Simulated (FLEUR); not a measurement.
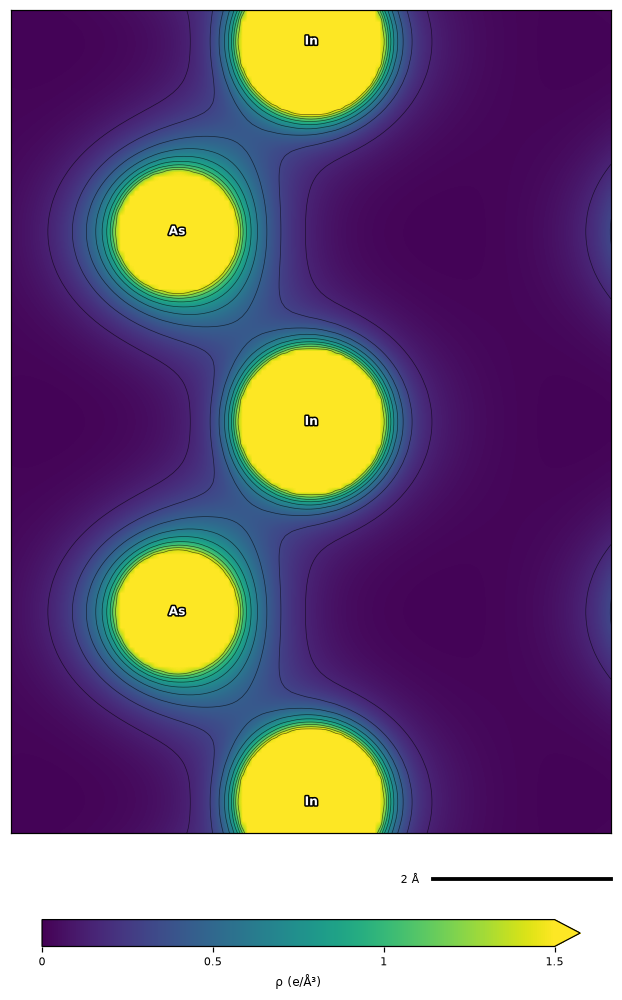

Figure 1: InAs. Electron density on the (101) plane of the conventional cell.

Space group F-43m.

Theory: Kohn-Sham DFT of a periodic cell, PBEsol, all-electron in FLEUR MaX-R8.1 (later development tree).

The calculation treats all electrons.

**Describe what can be read from this map.**

- The section cuts through In and As sites.
- In–As (2.61 Å): the density is about 0.42 e/Å³ at the midpoint.
- Between the atoms the lowest density in this plane is 0.01 e/Å³.
